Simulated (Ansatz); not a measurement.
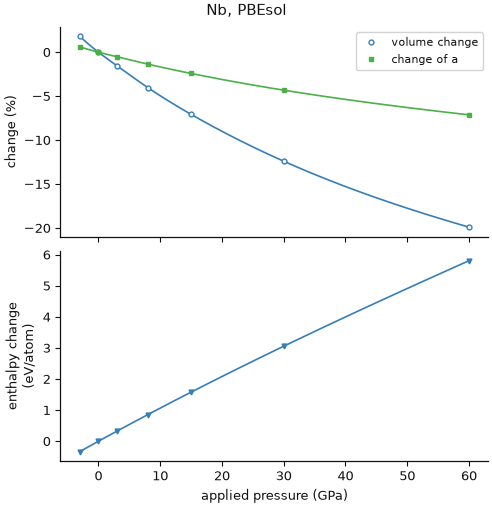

The plot gives the computed volume change, change of a and enthalpy change against applied pressure for Nb, space group Im-3m (No. 229).

Structure:
```yaml
crystal:
  lattice:
    - [-1.63610, 1.63610, 1.63610]
    - [1.63610, -1.63610, 1.63610]
    - [1.63610, 1.63610, -1.63610]
  atoms:
    - { symbol: Nb, position: [0.00000, 0.00000, 0.00000] }
```

Method: volume, enthalpy and cell of a crystal along a series of hydrostatic pressures at zero temperature, keeping its symmetry; changes are against the given cell; the k mesh follows the cell and the gap; plane waves with PAW datasets, Γ-centred k mesh; energies extrapolated to zero smearing (Ansatz 0.2.0). Level: PBEsol, no spin polarisation.

```
                        setting     value
                    wave cutoff    420 eV
                    occupations  Gaussian
        k mesh at zero pressure  18×18×18
smearing width at zero pressure    0.1 eV
```

The change of b equals the change of a; the change of c equals the change of a.

**How does the volume change vary with applied pressure?**

It falls from 1.80 % at applied pressure −3 GPa to −19.90 % at 60 GPa.

**How does the change of a vary with applied pressure?**

It falls from 0.60 % at applied pressure −3 GPa to −7.13 % at 60 GPa.

The computed values:

```
applied pressure (GPa)  volume change (%)  change of a (%)  enthalpy change (eV/atom)
                    -3               1.80             0.60                      -0.33
                     0               0.00             0.00                       0.00
                     3              -1.55            -0.52                       0.33
                     8              -4.03            -1.36                       0.86
                    15              -7.07            -2.42                       1.58
                    30             -12.40            -4.32                       3.06
                    60             -19.90            -7.13                       5.81
```
